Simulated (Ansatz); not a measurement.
## Geometry relaxation of Ta (part 1 of 2)

The run: geometry relaxation of Ta (slab, 8 atoms in the cell). Method and program: DFT PBE+D3(BJ), scalar-relativistic, plane waves, PAW, no spin polarisation (Ansatz 0.2.0).

The structure derives from an entry of the Crystallography Open Database. The input holds or restrains some coordinates. Forces given for the steps count only the free coordinates. It belongs to a series of runs on one base structure; here: clean slab, lower half held. Figures and captions count atoms from 1; the log counts them from 0 in places.

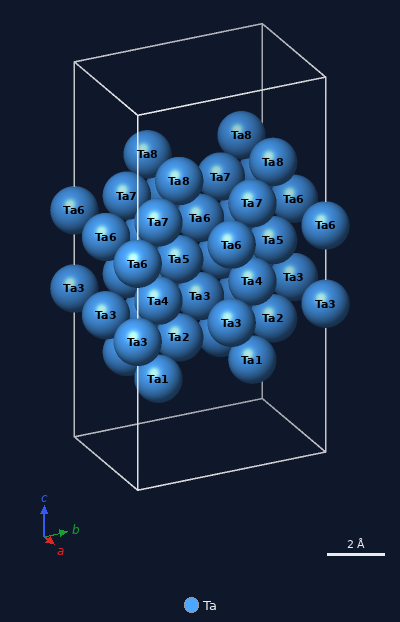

**Figure 1.** The input geometry (spheres-only view of the 2 × 2 repeat of the cell, with the vacuum cut short, seen slightly off an axis; atoms are numbered from 1 in the order of the input). An atom can appear more than once, as a periodic image.

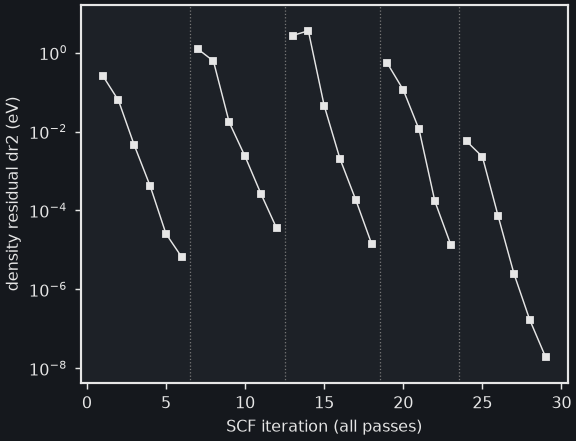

**Figure 2.** Convergence of the self-consistent field: density residual dr2 against the SCF iteration. The dotted lines part the SCF passes of the relaxation: geometry steps, rejected trials and re-solves on a re-selected basis. The 5 passes take 5 to 6 iterations each, 29 in all.

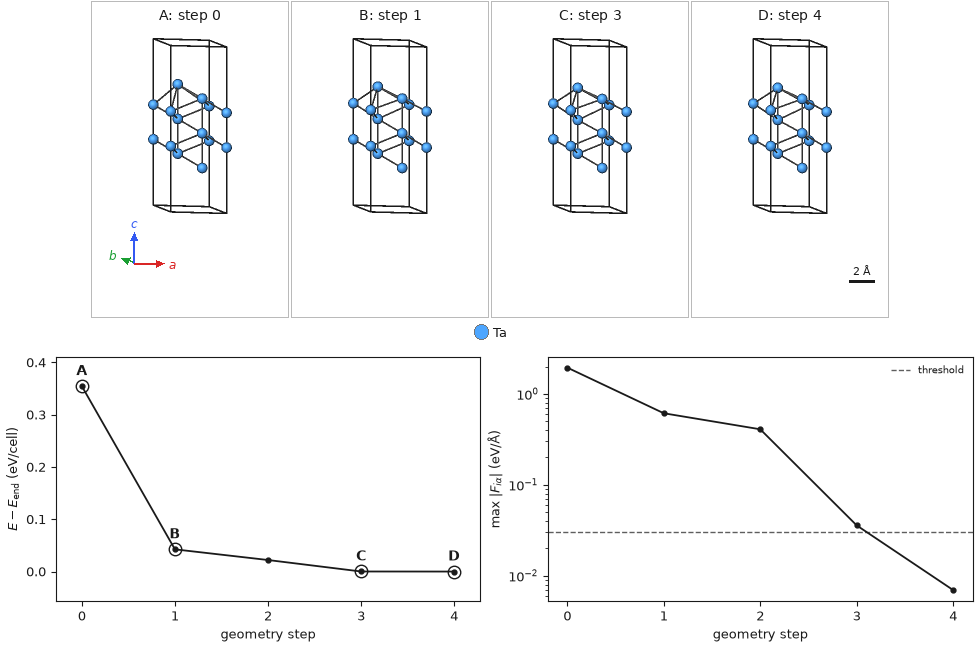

**Figure 3.** Frames of the restrained relaxation (ball-and-stick view of the cell of the calculation, with the vacuum cut short, seen slightly off an axis) above the curves, on which the letters mark them (the first geometry is step 0 here and step 1 in the log).

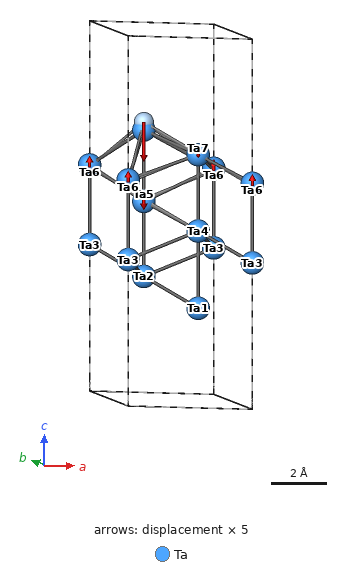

**Figure 4.** Start (faint) and end (solid) with the displacements as red arrows, magnified 5 times (ball-and-stick view of the cell of the calculation, with the vacuum cut short, seen slightly off an axis). Over 4 geometry steps the energy falls by 0.355 eV per cell of the calculation. Largest force component: 2 eV/Å at the start, 0.0069 eV/Å at the end. Ta8 moves most: 0.30 Å. The lattice vectors keep their values. Among the contacts that change: Ta5–Ta8 2.845 → 2.632 Å, Ta6–Ta8 3.285 → 3.080 Å, Ta3–Ta6 2.845 → 2.932 Å, Ta2–Ta5 2.845 → 2.762 Å. (Atoms are counted from 1 in the order of the input.)

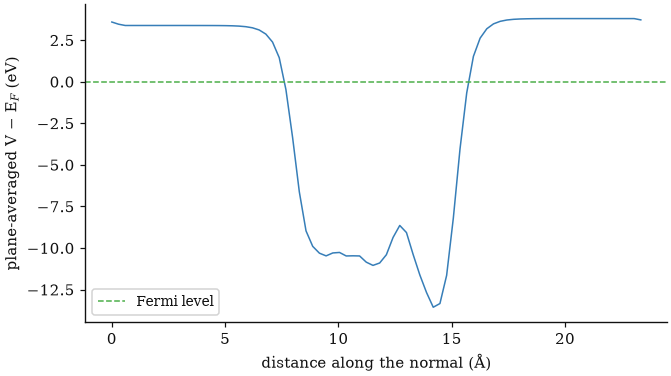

**Figure 5.** Plane average of the electrostatic potential energy of an electron across the cell, from the Fermi level. The vacuum level lies 3.79 eV above the Fermi level on the upper side and 3.38 eV on the lower.

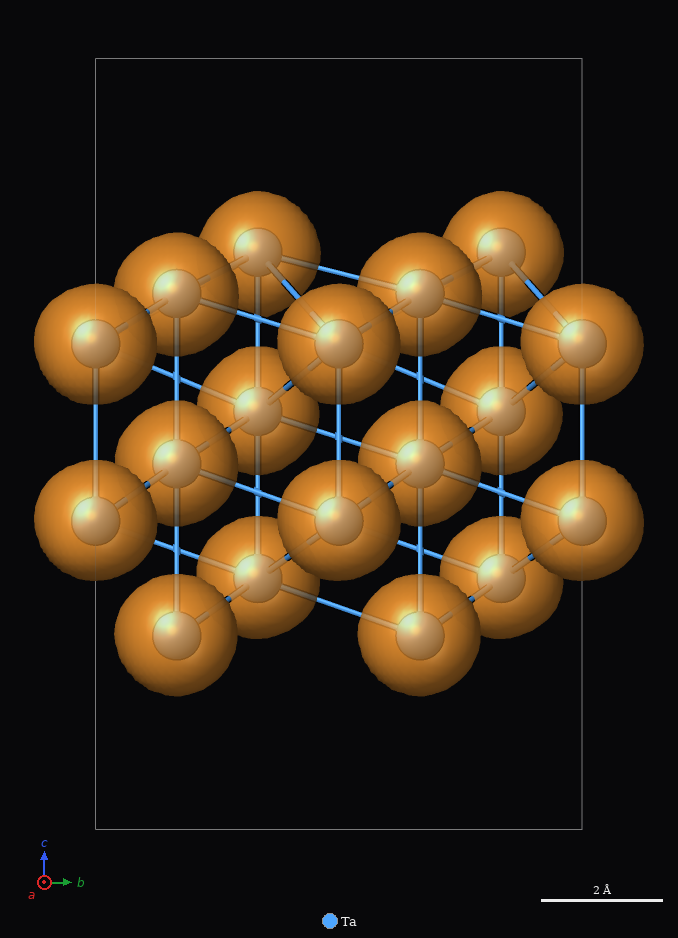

**Figure 6.** Isosurface of the valence electron density at 0.6 e/Å³ (orange), seen along the a axis. Sticks mark near contacts. At this value the density breaks into separate islands; it holds about 70 % of the electrons treated as valence (semicore included). It is pinched off along the Ta–Ta (2.63 Å), Ta–Ta (2.76 Å), Ta–Ta (2.81 Å) and Ta–Ta (2.91 Å) contacts. On the grid the lowest density along these lines, outside the cores, is 0.48 e/Å³ (Ta–Ta, 2.63 Å), 0.37 e/Å³ (Ta–Ta, 2.76 Å), 0.34 e/Å³ (Ta–Ta, 2.81 Å) and 0.29 e/Å³ (Ta–Ta, 2.91 Å). The fields are those of the smooth PAW valence density.

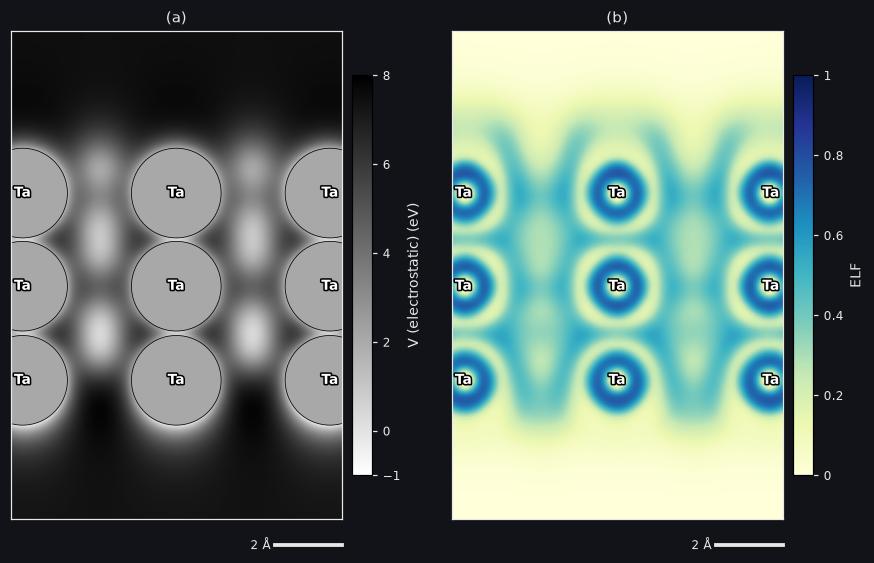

**Figure 7.** (a) electrostatic potential (local pseudopotential plus Hartree) felt by an electron; (b) electron localisation function on the (010) plane of the calculation cell, a cut from vacuum to vacuum. Grey discs, where drawn, cover atomic cores. Ta–Ta (2.81 Å): the ELF is about 0.35 at the midpoint (metallic bonding. The strong features right at Ta lie inside the PAW spheres (semicore, d or f shells) and say nothing about bonding.

These pictures come from the run below.

**The input**
```yaml
crystal:
  lattice:
    - [4.6456161668, 0.0, 0.0]
    - [-2.3228080834, 4.0232216167, 0.0]
    - [0.0, 0.0, 23.6379770038]
  atoms:
    - { symbol: Ta, position: [0.6666666667, 0.3333333333, 0.3595908397] }
    - { symbol: Ta, position: [0.3333333333, 0.6666666667, 0.3997077427] }
    - { symbol: Ta, position: [0.0, 0.0, 0.4398246456] }
    - { symbol: Ta, position: [0.6666666667, 0.3333333333, 0.4799415485] }
    - { symbol: Ta, position: [0.3333333333, 0.6666666667, 0.5200584515] }
    - { symbol: Ta, position: [0.0, 0.0, 0.5601753544] }
    - { symbol: Ta, position: [0.6666666667, 0.3333333333, 0.6002922573] }
    - { symbol: Ta, position: [0.3333333333, 0.6666666667, 0.6404091603] }
basis:
  ecutwfc: 420
kpoints:
  mp_grid: { grid: [6, 6, 1] }
hamiltonian:
  xc: pbe
  dispersion: d3bj
scf:
  occupations: { method: gaussian, width: 0.1 }
output:
  forces: true
  eigenvalues: true
  write_density: true
  write_potential: true
  elf: true
  volumetric_format: npy
relax:
  adjacent_minimum: "off"
  f_tol: 0.03
  max_steps: 70
  constraints: [{ sites: [0, 1, 2, 3] }]
efield:
  axis: 3
  dipole_correction: true
  ramp_width: 0.04
```

Run as:
```bash
ansatz run input.yaml --threads 4 --pin off --max-ram 10240MiB --backend cpu --events-out ev --progress --plain --runs-dir out
```

**Output**
```
Engine: ansatz 0.2.0, x86_64-unknown-linux-gnu
Pseudopotentials: kind: paw
Pseudopotential: Ta, paw, valence charge 13, recommended cutoff 420 eV (normal), Ta.paw.azcp
Functional definition: PBE
  parameter kappa = 0.804
  parameter beta = 0.06672455060314922
  exchange = pbe_x(kappa = kappa, mu = beta*pi^2/3)
  correlation = pbe_c(beta = beta)
Crystal: 8 atoms, lattice volume = 441.802 Å³
Basis set: ecut = 420 eV, 8677 PW (Γ), exchange–correlation on 64×64×320 points (8 copies of the dense FFT grid, shifted against one another)
Bands: 63, of which v1, the nominal top of the filled ones, is band 52 counted from 1 (51 counted from 0)
Symmetry: 6 space group operations
k-points: 7 of 36 (time reversal used)
Non-local potential: Ta, projectors of the file, l = 0: 3, l = 1: 2, l = 2: 2, l = 3: 1
PAW form: soft (Blöchl's): semilocal exchange-correlation on the pseudo side does not see the compensation charge
PAW one-centre angular grid: Ta, 590 points (default); XC on 64 Gauss nodes
Initial density: superposition of atomic densities (neutral atoms: chi_scale 0, normalization atom), corrected by the library's trained network
Initial wavefunctions: pseudopotential atomic-orbital guess
Functional: x = pbe(κ = 0.804, μ = 0.2195149727645171), c = pbe(β = 0.06672455060314922)
SCF iter   1: F=—  HF=-79454.402239 eV  |F-HF|=—  |Δ(HF+E_count)|=         —  Δρ=5.02e-3  dr2=2.63e-1  ethr=1.77e-3  p=0.000 e·Å  D=9.05e-14 V/Å  ΔV_dip=-0.00 eV  dr2_dipole=1.78e-5  V_vac-E_F(+/−)=3.90/3.89 eV  ⟨swp⟩=11.4  Hψ=2198  notcnv=0
efield: sawtooth ramp at fractional position 0.9800 (placed from the atoms, in the widest stretch of the axis that holds none; the zero of the levels goes with the place), width 0.0400; the density the first Hamiltonian is built on has a dipole p = 0.000 e·Å; the dipole correction subtracts the counter field D = 9.05e-14 V/Å, which shifts the + side's vacuum level by -0.00 eV against the − side's; the planar-averaged density in the ramp window peaks in size at 1.7e-5 e/Å³
preconditioner: auto → LDOS  [metal: Δε(μ)=0.091 eV  Ē_g=3.361 eV  σ=0.100 eV  W_gap=0.48  n_scr=82 (ndim 8)  ℏωp=11.2 eV  f_vac=0.569  D(μ)=8.49/eV (n_scr^D=56)  β→1.0]
SCF iter   2: F=—  HF=-79454.364160 eV  |F-HF|=—  |Δ(HF+E_count)|=   3.81e-2  Δρ=2.37e-3  dr2=6.14e-2  ethr=2.53e-4  p=0.000 e·Å  D=2.38e-5 V/Å  ΔV_dip=-0.00 eV  dr2_dipole=4.66e-5  V_vac-E_F(+/−)=3.52/3.52 eV  ⟨swp⟩=2.9  Hψ=771  notcnv=0  defer=12
SCF iter   3: F=—  HF=-79454.360678 eV  |F-HF|=—  |Δ(HF+E_count)|=   3.48e-3  Δρ=6.10e-4  dr2=4.47e-3  ethr=5.90e-5  p=-0.000 e·Å  D=-1.65e-5 V/Å  ΔV_dip=0.00 eV  dr2_dipole=1.21e-7  V_vac-E_F(+/−)=3.53/3.53 eV  ⟨swp⟩=2.0  Hψ=572  notcnv=0  defer=12
SCF iter   4: F=—  HF=-79454.361041 eV  |F-HF|=—  |Δ(HF+E_count)|=   3.64e-4  Δρ=1.78e-4  dr2=4.19e-4  ethr=4.30e-6  p=-0.000 e·Å  D=-3.95e-6 V/Å  ΔV_dip=0.00 eV  dr2_dipole=1.13e-7  V_vac-E_F(+/−)=3.48/3.48 eV  ⟨swp⟩=2.0  Hψ=571  notcnv=0  defer=6
SCF iter   5: F=—  HF=-79454.361049 eV  |F-HF|=—  |Δ(HF+E_count)|=   7.32e-6  Δρ=4.90e-5  dr2=2.57e-5  ethr=4.03e-7  p=-0.000 e·Å  D=-3.39e-6 V/Å  ΔV_dip=0.00 eV  dr2_dipole=2.24e-10  V_vac-E_F(+/−)=3.46/3.46 eV  ⟨swp⟩=2.1  Hψ=577  notcnv=0  defer=6
SCF iter   6: F=-79454.361050 eV  HF=-79454.361054 eV  |F-HF|=4.25e-6  |Δ(HF+E_count)|=   5.60e-6  Δρ=2.07e-5  dr2=6.56e-6  ethr=2.16e-8  p=0.000 e·Å  D=1.60e-7 V/Å  ΔV_dip=-0.00 eV  dr2_dipole=1.63e-10  V_vac-E_F(+/−)=3.45/3.45 eV  ⟨swp⟩=26.0  Hψ=5134  notcnv=0
SCF 1 converged in 6 iterations: F = -79454.361050 eV  dr2 = 6.56e-6
  greatest PAW one-centre occupation: 1.000 electrons in one spin orbital (limit 2), on the Ta atom at site 6 (counted from 0), in its partial waves of l = 0
relax step   1: F+E_penalty+E_count = -79454.36105012 eV  Δ(F+E_penalty+E_count) = +0.000e0 eV  max|allowed force component| = 1.950e0 eV/Å  Δτ_max = 0.0000 Å  (6 SCF iters, dr2 threshold 2.25e-5 eV, accepted)
Initial density: handed on by an earlier stage of this run
Initial wavefunctions: those handed on with the density
iter 1 solved again at ethr=1.02e-3 eV; its pass at ethr=3.10e-3 eV (dr2=1.06e0 eV) is discarded
SCF iter   1: F=—  HF=-79454.741085 eV  |F-HF|=—  |Δ(HF+E_count)|=         —  Δρ=7.45e-3  dr2=1.25e0  ethr=1.02e-3  p=-0.000 e·Å  D=-3.75e-7 V/Å  ΔV_dip=0.00 eV  dr2_dipole=2.84e-1  V_vac-E_F(+/−)=3.47/3.47 eV  ⟨swp⟩=1.3  Hψ=1506  notcnv=0  defer=13
efield: sawtooth ramp at fractional position 0.9800 (handed on by an earlier solve), width 0.0400; the density the first Hamiltonian is built on has a dipole p = -0.000 e·Å; the dipole correction subtracts the counter field D = -3.75e-7 V/Å, which shifts the + side's vacuum level by +0.00 eV against the − side's; the planar-averaged density in the ramp window peaks in size at 2.4e-6 e/Å³
preconditioner: auto → LDOS  [metal: Δε(μ)=0.057 eV  Ē_g=3.443 eV  σ=0.100 eV  W_gap=0.31  n_scr=82 (ndim 8)  ℏωp=11.2 eV  f_vac=0.580  D(μ)=10.13/eV (n_scr^D=68)  β→1.0]
SCF iter   2: F=—  HF=-79454.702549 eV  |F-HF|=—  |Δ(HF+E_count)|=   3.85e-2  Δρ=4.12e-3  dr2=6.14e-1  ethr=1.02e-3  p=-0.009 e·Å  D=-3.72e-3 V/Å  ΔV_dip=0.09 eV  dr2_dipole=9.72e-2  V_vac-E_F(+/−)=3.51/3.42 eV  ⟨swp⟩=3.1  Hψ=676  notcnv=0  defer=13
SCF iter   3: F=—  HF=-79454.674982 eV  |F-HF|=—  |Δ(HF+E_count)|=   2.76e-2  Δρ=1.08e-3  dr2=1.71e-2  ethr=5.90e-4  p=-0.018 e·Å  D=-7.42e-3 V/Å  ΔV_dip=0.18 eV  dr2_dipole=9.95e-4  V_vac-E_F(+/−)=3.60/3.42 eV  ⟨swp⟩=2.0  Hψ=605  notcnv=0  defer=13
SCF iter   4: F=—  HF=-79454.673243 eV  |F-HF|=—  |Δ(HF+E_count)|=   1.74e-3  Δρ=4.11e-4  dr2=2.35e-3  ethr=1.64e-5  p=-0.023 e·Å  D=-9.49e-3 V/Å  ΔV_dip=0.22 eV  dr2_dipole=2.56e-4  V_vac-E_F(+/−)=3.64/3.42 eV  ⟨swp⟩=3.0  Hψ=835  notcnv=0  defer=13
SCF iter   5: F=—  HF=-79454.673155 eV  |F-HF|=—  |Δ(HF+E_count)|=   8.76e-5  Δρ=1.22e-4  dr2=2.67e-4  ethr=2.26e-6  p=-0.027 e·Å  D=-1.12e-2 V/Å  ΔV_dip=0.26 eV  dr2_dipole=2.42e-7  V_vac-E_F(+/−)=3.68/3.41 eV  ⟨swp⟩=2.0  Hψ=588  notcnv=0  defer=13
SCF iter   6: F=-79454.673172 eV  HF=-79454.673193 eV  |F-HF|=2.06e-5  |Δ(HF+E_count)|=   3.76e-5  Δρ=5.50e-5  dr2=3.52e-5  ethr=9.62e-8  p=-0.030 e·Å  D=-1.23e-2 V/Å  ΔV_dip=0.29 eV  dr2_dipole=7.06e-7  V_vac-E_F(+/−)=3.70/3.41 eV  ⟨swp⟩=26.4  Hψ=5143  notcnv=0
SCF 2 converged in 6 iterations: F = -79454.673172 eV  dr2 = 3.52e-5
relax step   2: F+E_penalty+E_count = -79454.67317242 eV  Δ(F+E_penalty+E_count) = -3.121e-1 eV  max|allowed force component| = 6.136e-1 eV/Å  Δτ_max = 0.1997 Å  (6 SCF iters, dr2 threshold 1.00e-4 eV, accepted)
iter 1 solved again at ethr=2.86e-3 eV; its pass at ethr=3.10e-3 eV (dr2=2.97e0 eV) is discarded
SCF iter   1: F=—  HF=-79454.800433 eV  |F-HF|=—  |Δ(HF+E_count)|=         —  Δρ=9.07e-3  dr2=2.72e0  ethr=2.86e-3  p=-0.030 e·Å  D=-1.23e-2 V/Å  ΔV_dip=0.29 eV  dr2_dipole=4.58e-1  V_vac-E_F(+/−)=3.71/3.42 eV  ⟨swp⟩=1.1  Hψ=1500  notcnv=0  defer=13
efield: sawtooth ramp at fractional position 0.9800 (handed on by an earlier solve), width 0.0400; the density the first Hamiltonian is built on has a dipole p = -0.030 e·Å; the dipole correction subtracts the counter field D = -1.23e-2 V/Å, which shifts the + side's vacuum level by +0.29 eV against the − side's; the planar-averaged density in the ramp window peaks in size at 3.2e-6 e/Å³
preconditioner: auto → LDOS  [metal: Δε(μ)=0.054 eV  Ē_g=3.524 eV  σ=0.100 eV  W_gap=0.29  n_scr=82 (ndim 8)  ℏωp=11.2 eV  f_vac=0.586  D(μ)=7.45/eV (n_scr^D=42)  β→1.0]
SCF iter   2: F=—  HF=-79454.801933 eV  |F-HF|=—  |Δ(HF+E_count)|=   1.50e-3  Δρ=7.71e-3  dr2=3.59e0  ethr=2.61e-3  p=-0.013 e·Å  D=-5.35e-3 V/Å  ΔV_dip=0.13 eV  dr2_dipole=8.44e-1  V_vac-E_F(+/−)=3.48/3.36 eV  ⟨swp⟩=3.0  Hψ=624  notcnv=0  defer=13
SCF iter   3: F=—  HF=-79454.700561 eV  |F-HF|=—  |Δ(HF+E_count)|=   1.01e-1  Δρ=1.32e-3  dr2=4.57e-2  ethr=2.61e-3  p=-0.036 e·Å  D=-1.47e-2 V/Å  ΔV_dip=0.35 eV  dr2_dipole=3.05e-3  V_vac-E_F(+/−)=3.73/3.39 eV  ⟨swp⟩=1.4  Hψ=504  notcnv=0  defer=13
SCF iter   4: F=—  HF=-79454.693306 eV  |F-HF|=—  |Δ(HF+E_count)|=   7.25e-3  Δρ=3.43e-4  dr2=2.04e-3  ethr=4.39e-5  p=-0.046 e·Å  D=-1.88e-2 V/Å  ΔV_dip=0.44 eV  dr2_dipole=5.28e-4  V_vac-E_F(+/−)=3.82/3.37 eV  ⟨swp⟩=2.0  Hψ=618  notcnv=0  defer=13
SCF iter   5: F=—  HF=-79454.693565 eV  |F-HF|=—  |Δ(HF+E_count)|=   2.58e-4  Δρ=9.72e-5  dr2=1.85e-4  ethr=1.96e-6  p=-0.048 e·Å  D=-1.95e-2 V/Å  ΔV_dip=0.46 eV  dr2_dipole=8.74e-5  V_vac-E_F(+/−)=3.83/3.37 eV  ⟨swp⟩=2.1  Hψ=669  notcnv=0  defer=13
SCF iter   6: F=-79454.693572 eV  HF=-79454.693578 eV  |F-HF|=5.48e-6  |Δ(HF+E_count)|=   1.30e-5  Δρ=3.71e-5  dr2=1.43e-5  ethr=2.26e-8  p=-0.049 e·Å  D=-2.01e-2 V/Å  ΔV_dip=0.48 eV  dr2_dipole=4.07e-8  V_vac-E_F(+/−)=3.84/3.36 eV  ⟨swp⟩=25.7  Hψ=5162  notcnv=0
SCF 3 converged in 6 iterations: F = -79454.693572 eV  dr2 = 1.43e-5
relax step   3: F+E_penalty+E_count = -79454.69357205 eV  Δ(F+E_penalty+E_count) = -2.040e-2 eV  max|allowed force component| = 4.088e-1 eV/Å  Δτ_max = 0.1662 Å  (6 SCF iters, dr2 threshold 2.35e-5 eV, accepted)
iter 1 solved again at ethr=4.78e-4 eV; its pass at ethr=3.10e-3 eV (dr2=4.98e-1 eV) is discarded
```
